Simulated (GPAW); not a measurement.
# STM contrast on a 7-layer slab of Co(0001), part 2 of 2

Wanted: filled- and empty-state images of a 7-layer slab of Co(0001), with its work function.

GPAW 26.7.0; GPAW, PAW setups; slab in vacuum, relaxation (the session's first sound run).

So far, upper work function (eV): step 2 (relaxation) 4.95.

### 3. Plane waves, PBE

The work function is the vacuum plateau of the electrostatic potential less the Fermi level; a dipole layer lets the two faces have plateaus of their own.

This step: GPAW, PAW setups; slab in vacuum (GPAW 26.7.0).

The input, run.py:

```python
import json
import numpy as np
from ase import Atoms
from ase.dft.stm import STM
from gpaw import GPAW, PW

slab = Atoms(
    ['Co', 'Co', 'Co', 'Co', 'Co', 'Co', 'Co'],
    positions=[
        [0.00000, 0.00000, 8.00000],
        [2.51000, 1.44915, 10.03561],
        [0.00000, 0.00000, 12.07122],
        [2.51000, 1.44915, 14.08861],
        [-0.00000, 0.00000, 16.09766],
        [2.51000, 1.44915, 18.13934],
        [-0.00000, 0.00000, 20.10294]],
    cell=[[2.51, 0.0, 0.0], [1.255, 2.17372, 0.0], [0.0, 0.0, 28.21366]],
    pbc=[True, True, False],
    magmoms=[1.7, 1.7, 1.7, 1.7, 1.7, 1.7, 1.7])

slab.calc = GPAW(mode=PW(400), xc='PBE', kpts={'size': (14, 14, 1), 'gamma': True},
                 occupations={'name': 'fermi-dirac', 'width': 0.1}, nbands='160%',
                 convergence={'density': 1e-05}, maxiter=200,
                 poissonsolver={'dipolelayer': 'xy'},
                 symmetry={'tolerance': 1e-3}, txt='slab.txt')
result = {}
energy = slab.get_potential_energy()
fermi = slab.calc.get_fermi_level()
v = slab.calc.get_electrostatic_potential().mean((0, 1)) - fermi
n = slab.calc.get_pseudo_density().mean((0, 1))
L = slab.cell[2, 2]
z = np.arange(len(v)) * L / len(v)
low, high = slab.positions[:, 2].min(), slab.positions[:, 2].max()
below, above = np.interp([low - 5.8, high + 5.8], z, v)
slopes = [np.interp(x, z, np.gradient(v, z)) for x in (low - 5.8, high + 5.8)]
eps = np.array([[slab.calc.get_eigenvalues(k, s) for k in range(len(slab.calc.get_ibz_k_points()))]
                for s in range(slab.calc.get_number_of_spins())]) - fermi
top, bottom = eps[eps < 0].max(), eps[eps > 0].min()
dipole = slab.get_dipole_moment()[2]
print(f'energy {energy:.4f} eV, Fermi level {fermi:.4f} eV, dipole {dipole:.5f} e A')
print(f'potential 5.8 A off the faces, from the Fermi level: lower {below:.4f} eV, upper {above:.4f} eV')
print(f'slope of the potential there: lower {slopes[0]:.5f}, upper {slopes[1]:.5f} eV/A')
print(f'nearest levels on the mesh: {top:.4f} and {bottom:.4f} eV')
print('magnetic moment', round(slab.get_magnetic_moment(), 3))
result.update(energy=energy, fermi=fermi, dipole=dipole, below=below, above=above, slopes=slopes, edges=[top, bottom],
              z=z.tolist(), v=v.tolist(), n=n.tolist(), positions=slab.positions.tolist(),
              forces=slab.get_forces(apply_constraint=False).tolist(), moments=slab.get_magnetic_moments().tolist())

# Images need the states of the whole zone, up to time reversal
slab.calc = slab.calc.fixed_density(symmetry={'point_group': False}, txt='states.txt', nbands='250%',
                                    convergence={'bands': 'CBM+1.8'})
stm = STM(slab)
result['stm'] = []
for bias in [-2.0, -1.0, 1.5]:
    height = high + 3.5
    current = stm.get_averaged_current(bias, height)
    x, y, h = stm.scan(bias, current)
    i, f = divmod(height / L * stm.ldos.shape[2], 1)
    I = abs((1 - f) * stm.ldos[:, :, int(i)] + f * stm.ldos[:, :, int(i) + 1])
    print(f'bias {bias} V: mean current at 3.5 A {current:.4e}, corrugation {np.ptp(h):.4f} A')
    result['stm'].append(dict(bias=bias, current=current, h=(h - high).tolist(), I=I.tolist()))
json.dump(result, open('result.json', 'w'))
```

Started as:

```bash
> OMP_NUM_THREADS=1 OPENBLAS_NUM_THREADS=1 python run.py
```

Output:

```text
energy -54.3387 eV, Fermi level 2.8401 eV, dipole 0.00157 e A
potential 5.8 A off the faces, from the Fermi level: lower 4.9969 eV, upper 4.9520 eV
slope of the potential there: lower -0.00052, upper 0.00044 eV/A
nearest levels on the mesh: -0.0052 and 0.0102 eV
magnetic moment 11.683
bias -2.0 V: mean current at 3.5 A 2.1680e-04, corrugation 0.0149 A
bias -1.0 V: mean current at 3.5 A 1.4673e-04, corrugation 0.0091 A
bias 1.5 V: mean current at 3.5 A 2.8745e-04, corrugation 0.0341 A
```

It took 32 min on 1 thread of Arm Neoverse V1, shared host; peak memory 1.3 GiB.

Numbers from this step:

```yaml
dipole_along_the_normal: 0.001571 e·Å
levels_nearest_the_fermi_level_on_the_mesh: -0.005246, 0.01016 eV from the Fermi level
corrugation_minus_2: 0.01495 Å
corrugation_minus_1: 0.009081 Å
corrugation_1p5: 0.03410 Å
```

The electrostatic potential energy of an electron (without an applied field's), less the Fermi level, planar mean oscillates, so the rows of the table below give means over windows of 1.99 Å about each position, cut where the curve ends. Its maxima inside the range that stand out by 2 % of the span (Å: eV): 9.0: -0.706, 11.1: -0.698, 13.1: -0.804, 15.0: -0.921, 17.1: -0.655, 19.1: -1.29. Its minima: 8.0: -23.5, 10.0: -23.9, 12.1: -23.6, 14.1: -23.8, 16.1: -23.8, 18.2: -23.7, 20.1: -23.6.

Electrostatic potential energy of an electron (without an applied field's), less the Fermi level, planar mean against z; means over each step:

```tsv
z (Å)	electrostatic potential energy of an electron (without an applied field's), less the Fermi level, planar mean (eV)
0.99	5.00
2.98	5.00
4.97	4.94
6.96	-2.77
8.95	-10.1
10.94	-10.1
12.93	-10.3
14.92	-10.4
16.91	-10.1
18.90	-11.0
20.89	-6.07
22.88	4.85
24.87	4.95
26.86	4.95
```

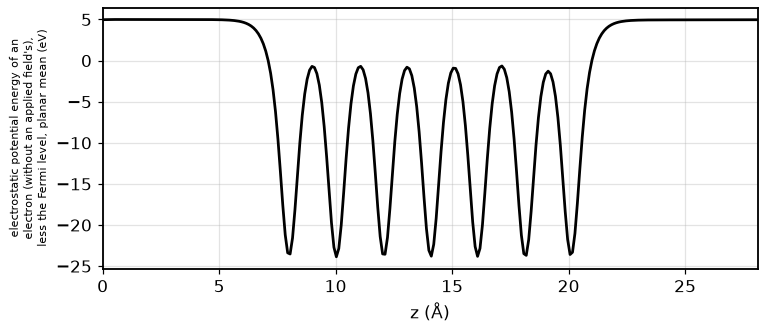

Electrostatic potential energy of an electron (without an applied field's), less the Fermi level, planar mean against z.

The pseudo valence density, planar mean oscillates, so the rows of the table below give means over windows of 2.09 Å about each position, cut where the curve ends. Its maxima inside the range that stand out by 2 % of the span (Å: e/Å³): 7.9: 1.77, 10.0: 1.81, 12.1: 1.77, 14.0: 1.72, 16.1: 1.80, 18.2: 1.78, 20.1: 1.79. Its minima: 9.0: 0.301, 11.1: 0.300, 13.2: 0.315, 15.0: 0.312, 17.1: 0.297, 19.0: 0.342.

Table of pseudo valence density, planar mean by z; means over each step:

```tsv
z (Å)	pseudo valence density, planar mean (e/Å³)
3.13	2.2e-5
5.22	0.00414
7.31	0.632
9.40	0.812
11.49	0.809
13.58	0.811
15.67	0.809
17.77	0.802
19.85	0.801
21.95	0.0446
24.03	2.2e-4
26.12	1.9e-6
```

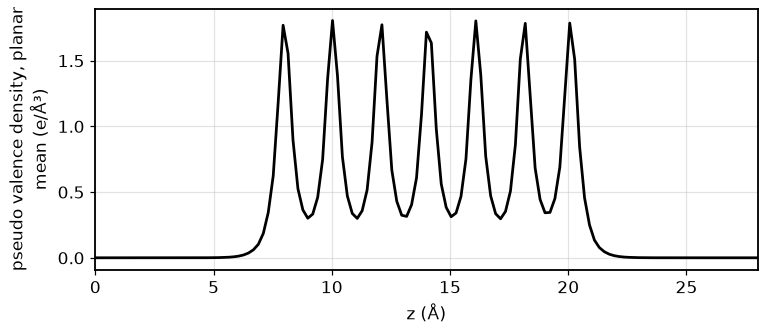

Pseudo valence density, planar mean against z.

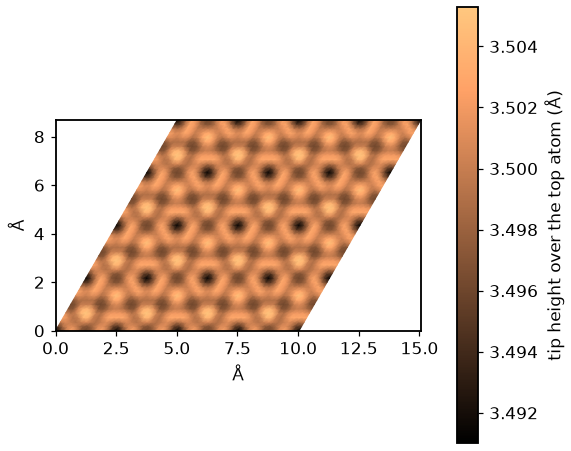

Tip height over the top atom over a1 and a2. Sample bias -2 V, constant current at the mean current 3.5 Å over the top atom. The cell is repeated, with its origin at the lower left corner.

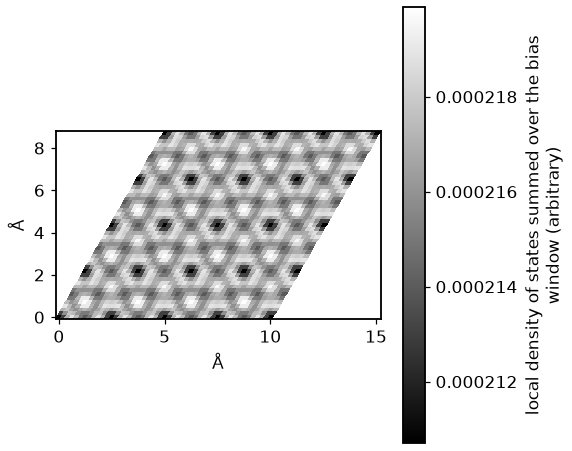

Local density of states summed over the bias window over a1 and a2. Sample bias -2 V, constant height 3.5 Å over the top atom. The cell is repeated, with its origin at the lower left corner.

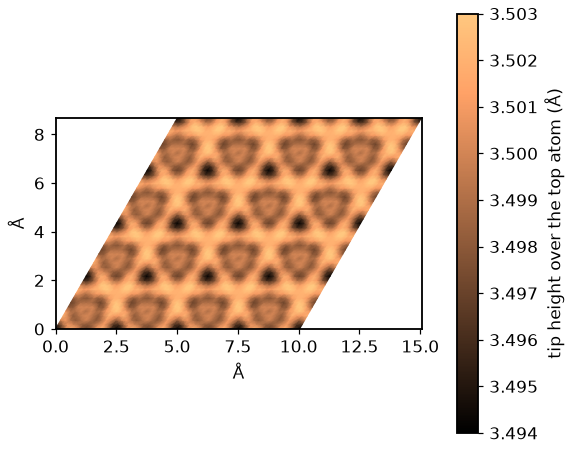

Tip height over the top atom over a1 and a2. Sample bias -1 V, constant current at the mean current 3.5 Å over the top atom. The cell is repeated, with its origin at the lower left corner.

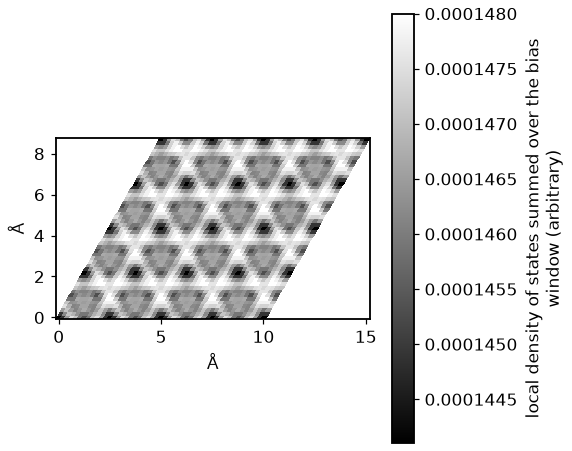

Local density of states summed over the bias window over a1 and a2. Sample bias -1 V, constant height 3.5 Å over the top atom. The cell is repeated, with its origin at the lower left corner.

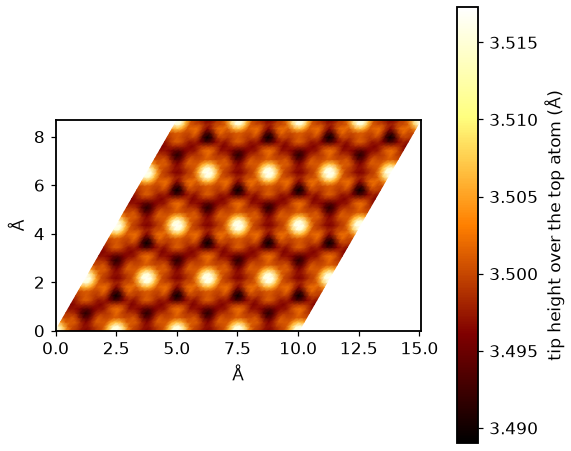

Tip height over the top atom over a1 and a2. Sample bias 1.5 V, constant current at the mean current 3.5 Å over the top atom. The cell is repeated, with its origin at the lower left corner.

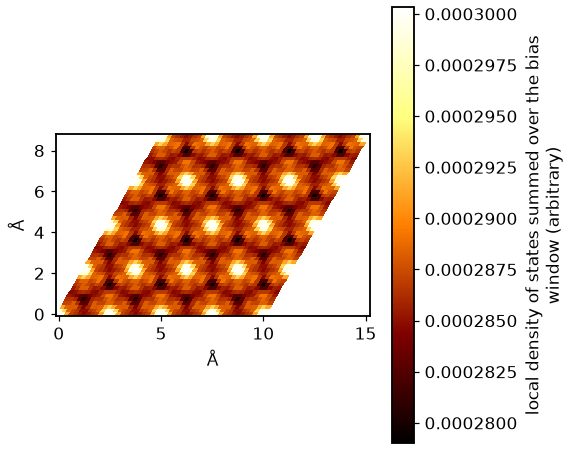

Local density of states summed over the bias window over a1 and a2. Sample bias 1.5 V, constant height 3.5 Å over the top atom. The cell is repeated, with its origin at the lower left corner.

Force by atom:

```tsv
atom	x (eV/Å)	y (eV/Å)	z (eV/Å)	size
Co1	0.000	0.000	0.390	0.390
Co2	0.000	0.000	-0.360	0.360
Co3	0.000	0.000	-0.024	0.024
Co4	0.000	0.000	-0.015	0.015
Co5	0.000	0.000	0.005	0.005
Co6	0.000	0.000	0.025	0.025
Co7	0.000	0.000	-0.022	0.022
```

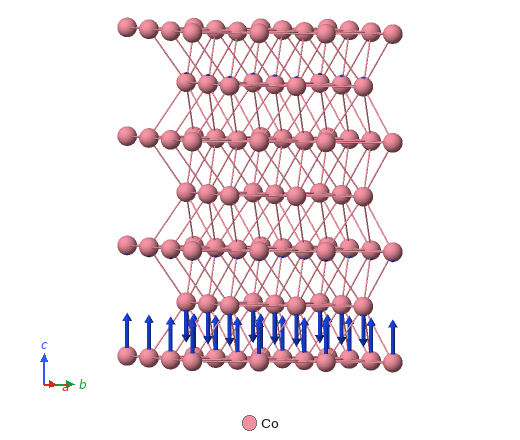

Force as arrows, the longest 0.390 eV/Å. 3×3×1 cells are drawn. Some periodic images of atoms are drawn too.

The potential is flat to 5.2e-4 eV/Å where it is read, so the vacuum is wide enough.

### 4. A changed run

One more run, with changed settings.

run.py: that of step 3 with these lines changed.

```diff
@@ -3,3 +3,2 @@
 from ase import Atoms
-from ase.dft.stm import STM
 from gpaw import GPAW, PW
@@ -20,5 +19,5 @@
 
-slab.calc = GPAW(mode=PW(400), xc='PBE', kpts={'size': (14, 14, 1), 'gamma': True},
+slab.calc = GPAW(mode=PW(400), xc='pbe96', kpts={'size': (14, 14, 1), 'gamma': True},
                  occupations={'name': 'fermi-dirac', 'width': 0.1}, nbands='160%',
-                 convergence={'density': 1e-05}, maxiter=200,
+                 convergence={'density': 1e-05}, maxiter=75,
                  poissonsolver={'dipolelayer': 'xy'},
@@ -47,16 +46,2 @@
               forces=slab.get_forces(apply_constraint=False).tolist(), moments=slab.get_magnetic_moments().tolist())
-
-# Images need the states of the whole zone, up to time reversal
-slab.calc = slab.calc.fixed_density(symmetry={'point_group': False}, txt='states.txt', nbands='250%',
-                                    convergence={'bands': 'CBM+1.8'})
-stm = STM(slab)
-result['stm'] = []
-for bias in [-2.0, -1.0, 1.5]:
-    height = high + 3.5
-    current = stm.get_averaged_current(bias, height)
-    x, y, h = stm.scan(bias, current)
-    i, f = divmod(height / L * stm.ldos.shape[2], 1)
-    I = abs((1 - f) * stm.ldos[:, :, int(i)] + f * stm.ldos[:, :, int(i) + 1])
-    print(f'bias {bias} V: mean current at 3.5 A {current:.4e}, corrugation {np.ptp(h):.4f} A')
-    result['stm'].append(dict(bias=bias, current=current, h=(h - high).tolist(), I=I.tolist()))
 json.dump(result, open('result.json', 'w'))
```

Output:

```text
NameError: Unknown functional: pbe96.
```

Elapsed: 0.85 s, on 1 thread; peak memory 0.1 GiB.

The program refused the input before any cycle.

The program's message: “NameError: Unknown functional: pbe96.”

The change that led to it: xc = "pbe96".

### 5. What came out

```yaml
work_function_upper_and_lower_face: 4.952 and 4.997 eV
dipole_along_the_normal: 0.00157 e Å
corrugation_at_minus_2_v: 0.0149 Å as printed, 0.0016 Å or less without short-wave noise
corrugation_at_minus_1_v: 0.00908 Å
corrugation_at_1p5_v: 0.0341 Å as printed, 0.016 Å or less without short-wave noise
```

At -2 V and 1.5 V GPAW's map carries short-wave noise, which can't be real at this height: without waves under 1.5 Å it spans 0.0016 Å against 0.015 Å printed and 0.016 Å against 0.034 Å printed. The reading below uses the filtered value, which may still be too high. In GPAW's constant-current maps the tip height varies by under 0.05 Å at every bias shown (0.016 Å at most), which is near the numerical ripple of the maps: an s-wave tip would see an almost flat surface. Negative sample bias images filled states, positive bias empty ones. The measured value for polycrystalline Co, which weights the faces of low work function, is 5 eV (as compiled in "Anisotropic work function of elemental crystals", 2019, arxiv:1902.07811); the relaxed upper face lies 0.048 eV under it with PBE. Measured work functions scatter by a tenth of an eV or more between methods. The images are of Tersoff-Hamann type: an s-wave tip, no tip-sample forces, heights closer than in a microscope. The small printed dipole stands for a step of -52 meV from the lower to the upper face, and the probes find -45 meV; values this small are near the numerical noise of both. One magnetic start was tried; another order may lie lower. The in-plane lattice was kept as typed, which isn't the functional's own and leaves some strain; spin-orbit coupling and temperature are left out.

[Logs are printed without paths, hosts, clocks, repeated set-up lines and the standing remarks that a program may print on its own settings, such as how far it seeks lower states.]

[Hosts, paths, dates, database ids (printed as entryN), source tags and the programs' standing remarks are cut or masked in the printed files.]
